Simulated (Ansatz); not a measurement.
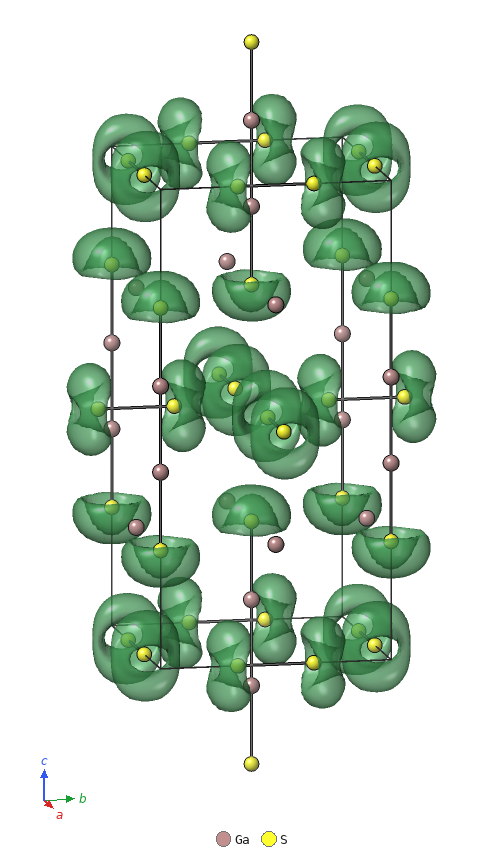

The picture shows: Ga2S3. Isosurface of the ELF at 0.85 (green), seen slightly off an axis. Core shells and regions of very low density are left out. Sticks mark near contacts.

Space group I4/mmm; a structure from a database of computed crystals, not necessarily the ambient phase; started from the K2Ga3-139 prototype, which need not be the ambient phase.

Level of theory: DFT, r2SCAN+rVV10, plane waves, PAW (Ansatz).

Question: Where are the electrons localised?

Answer: The ELF exceeds this value in twelve rings or bowls of non-bonding electrons around S, counted in one cell of 20 atoms. Any copies at cell faces, edges or corners count once.

Values along the shortest contacts:
S–S (2.02 Å): the ELF peaks at about 0.80 between the atoms (a covalent bond). Ga–S (2.07 Å): the ELF peaks at about 0.80 in the valence shell of S, 0.8 Å from its nucleus, and is about 0.70 at the midpoint.
